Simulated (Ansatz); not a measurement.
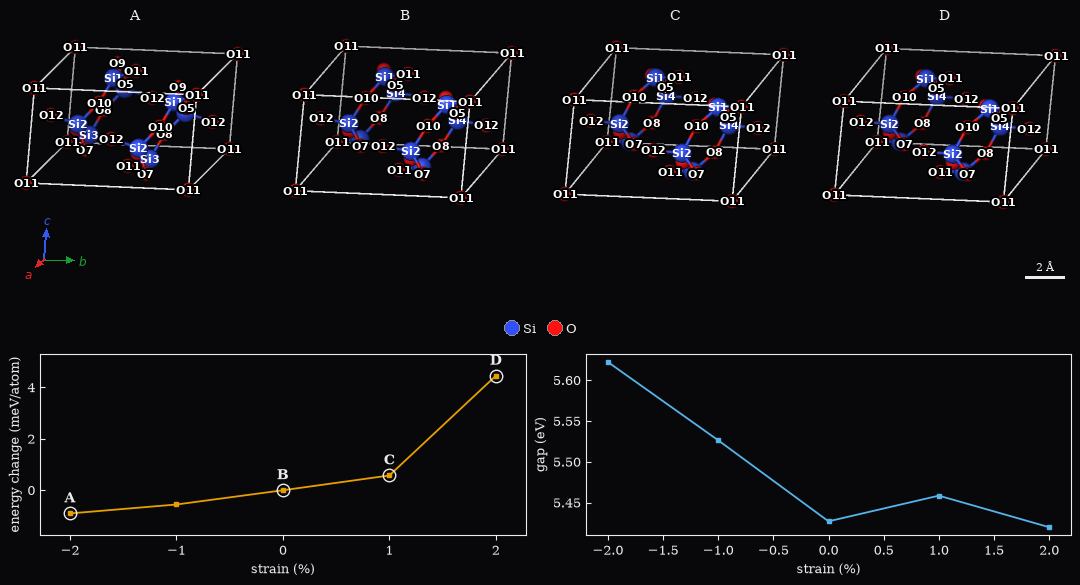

Members of a series of calculations on crystalline SiO₂ (set up in Imma), marked on the first curve. The picture is a ball-and-stick view of the conventional cell (2 times the calculation's cell), seen slightly off an axis. Lengths and directions refer to the drawn axes.

Level of theory: Ansatz, DFT LDA, scalar-relativistic, plane waves, PAW. Set-up: plane-wave cutoff 420 eV; k-point mesh 6 × 6 × 6; occupations gaussian; smearing width 0.02 eV; no spin polarisation.

Which kind of strain is it, and how does the structure respond?

Answer. Biaxial strain in the a–b plane, c and atoms relaxed. A (strain −2.0 %): energy change −0.9 meV/atom, volume 17.88 Å³ per atom, gap 5.62 eV. B (strain 0.0 %): energy change 0.0 meV/atom, volume 18.32 Å³ per atom, gap 5.43 eV. C (strain 1.0 %): energy change 0.6 meV/atom, volume 18.09 Å³ per atom, gap 5.46 eV. D (strain 2.0 %): energy change 4.5 meV/atom, volume 18.22 Å³ per atom, gap 5.42 eV. The rest compares A with D. Cell: a 10.607 → 11.040 Å (+4.1 %), b 8.696 → 9.051 Å (+4.1 %), c 5.128 → 5.150 Å (+0.4 %), β 114.9° → 121.8°. Volume +1.9 %. Near-neighbour distances before and after: O–Si 1.593 → 1.606 Å.
